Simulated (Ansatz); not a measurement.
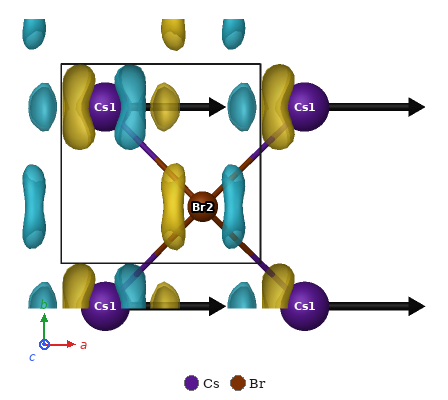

CsBr. Cs1 was moved by 0.05 Å along [1 0 0] in the axes of the cell drawn (arrow, not to scale). Change of the density less the rigid motion of the neutral atom's own density: yellow surfaces at +0.0005 and cyan ones at −0.0005 e/Å³, in the cell of the calculation (origin moved) seen along the c axis.

Space group Pm-3m.

Computed with Ansatz, DFT PBE, scalar-relativistic, plane waves, PAW.

In a PAW calculation such maps are meaningful between the atoms, not at the nuclei.

```yaml
crystal:
  lattice:
    - [4.28600, 0.00000, 0.00000]
    - [0.00000, 4.28600, 0.00000]
    - [0.00000, 0.00000, 4.28600]
  atoms:
    - { symbol: Cs, position: [0.01167, 0.00000, 0.00000] }
    - { symbol: Br, position: [0.50000, 0.50000, 0.50000] }
```

### Describe the electronic response.

About 0.01 e is rearranged in the cell. Outside the cores the largest gain, 0.001 e/Å³, lies 1.2 Å from a caesium nucleus, and the largest loss, 0.001 e/Å³, lies 1.3 Å from a caesium nucleus.

### What restoring force does the calculation give for this move?

The force on it changes by 0.04 eV/Å along the move, against it: a stiffness of about 0.88 eV/Å² for this sublattice shift.

Run times: 25 s (moved atom) and 17 s (base cell), on 1 thread of Arm Neoverse N1, with other jobs on the host.
